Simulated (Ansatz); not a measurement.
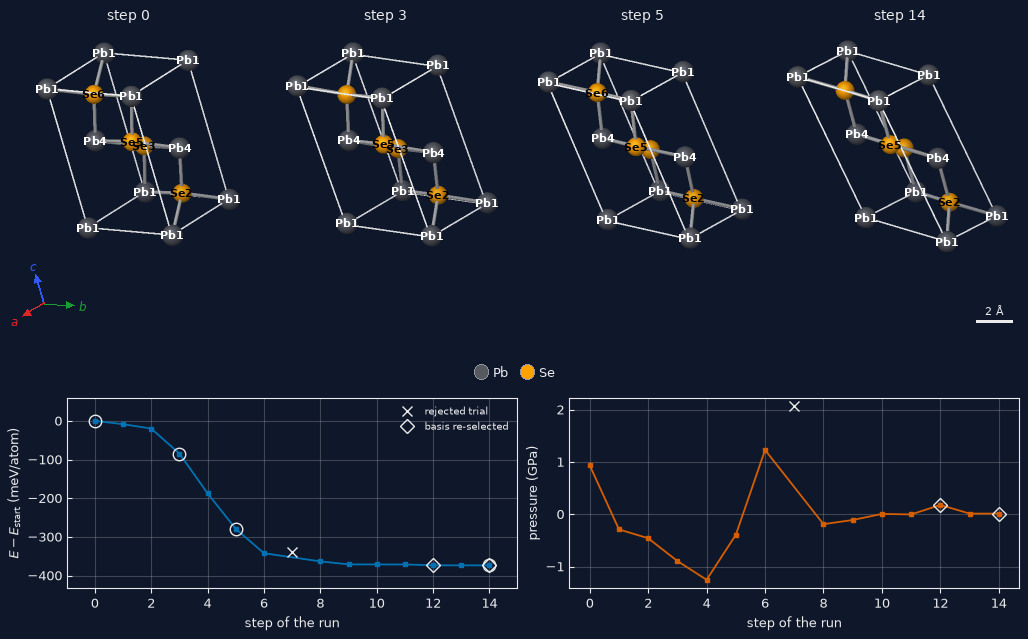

Frames of a relaxation of solid PbSe$_{2}$ (built on the fluorite type), marked on the history of the run. Style: ball-and-stick. Shown: the cell of the calculation, reduced to other axes, from a free direction. Lengths and directions refer to the drawn axes.

Case: shaken.

Theory: Ansatz, DFT, PBEsol, plane waves, PAW.

Input
```yaml
crystal:
  lattice:
    - [-0.054377152, 3.4168934611, 3.4332043342]
    - [6.9091674549, -0.1534712757, 6.9111256401]
    - [3.4473407248, 3.4320089443, -0.0694926352]
  atoms:
    - { symbol: Pb, position: [-0.0001683864, -0.0023888094, -0.00280714] }
    - { symbol: Se, position: [0.2423947314, 0.1246811229, 0.2463873448] }
    - { symbol: Se, position: [0.7522568508, 0.3788776671, 0.7333100935] }
    - { symbol: Pb, position: [0.0053938473, 0.4975673887, 0.0027468808] }
    - { symbol: Se, position: [0.2475971618, 0.6253143302, 0.2533996476] }
    - { symbol: Se, position: [0.7541988075, 0.8781090154, 0.747223293] }
kpoints:
  mp_grid: { grid: [4, 4, 4] }
hamiltonian:
  xc: pbesol
scf:
  occupations: { method: fermi_dirac, width: 0.05 }
relax:
  f_tol: 0.01
  cell: {}
  max_steps: 120
output:
  write_density: true
  write_potential: true
  elf: true
  volumetric_format: npy
```

Run as
```bash
ansatz run input.yaml --threads 2 --pin off --max-ram 2211MiB --backend cpu --events-out ev --progress --plain --runs-dir out
```

Q: Describe the path.

A: Over 11 accepted moves (14 points after the start) the energy falls by 374 meV per atom. The largest force component goes from 0.22 to 0.0011 eV/Å. The pressure goes from 0.93 to 0.01 GPa. The line search rejected the trial step at point 7 of the run. At 2 points the geometry stayed and the basis and grid were re-selected for the new cell (energy shift of 2.2 meV per atom at most each time). The atom that moves furthest relative to the cell is Se3 (0.054 Å roughly along [−1 −3 0]). Largest moves by element: Se 0.054 Å, Pb 0.031 Å. Cell: a 4.844 → 4.851 Å (+0.1 %), b 4.865 → 4.851 Å (−0.3 %), c 8.564 → 9.247 Å (+8.0 %), α 106.0° → 124.8°, β 90.9° → 77.7°, γ 118.7° → 108.3°. Volume +1.2 %. Among the contacts that change: Se2–Se6 3.506 → 2.632 Å, Se2–Se3 3.476 → 2.643 Å, Se5–Se6 3.463 → 2.643 Å, Se3–Se5 3.410 → 2.632 Å. Among the angles between lasting bonds that change: Pb1–Se3–Pb4 107.8° → 129.9°, Pb1–Se2–Pb1 109.2° → 130.3°, Pb1–Se6–Pb1 109.6° → 130.3°. Within 0.06 Å the space group is P1 at the start and C2/m at the end; at a tighter tolerance small leftover displacements or strains of the cell lower it. From step 0 to 3: Se6 moves most (0.17 Å), volume +2.7 %, energy −84.6 meV per atom. From step 3 to 5: Se atoms move most (0.07 Å), volume −2.2 %, energy −195 meV per atom. From step 5 to 14: Se atoms move most (0.17 Å), volume +0.7 %, energy −94.3 meV per atom.

| step | E − E(0), meV/atom | largest force component, eV/Å | pressure, GPa | volume, Å³/atom | note |
| --- | --- | --- | --- | --- | --- |
| 0 | 0.00 | 0.2170 | 0.93 | 27.927 |  |
| 1 | -8.60 | 0.0406 | -0.29 | 28.580 |  |
| 2 | -19.82 | 0.1079 | -0.46 | 28.667 |  |
| 3 | -84.58 | 0.3308 | -0.89 | 28.690 |  |
| 4 | -187.42 | 0.3056 | -1.25 | 28.612 |  |
| 5 | -279.40 | 0.2427 | -0.39 | 28.054 |  |
| 6 | -342.36 | 0.2388 | 1.23 | 27.471 |  |
| 7 | -339.47 | 0.9075 | 2.06 | 27.666 | rejected |
| 8 | -363.46 | 0.1215 | -0.19 | 28.197 |  |
| 9 | -371.15 | 0.0290 | -0.11 | 28.216 |  |
| 10 | -371.37 | 0.0078 | 0.01 | 28.140 |  |
| 11 | -371.40 | 0.0033 | 0.00 | 28.152 |  |
| 12 | -373.58 | 0.0032 | 0.18 | 28.152 | same geometry, new basis |
| 13 | -373.69 | 0.0011 | 0.01 | 28.254 |  |
| 14 | -373.70 | 0.0011 | 0.01 | 28.254 | same geometry, new basis |
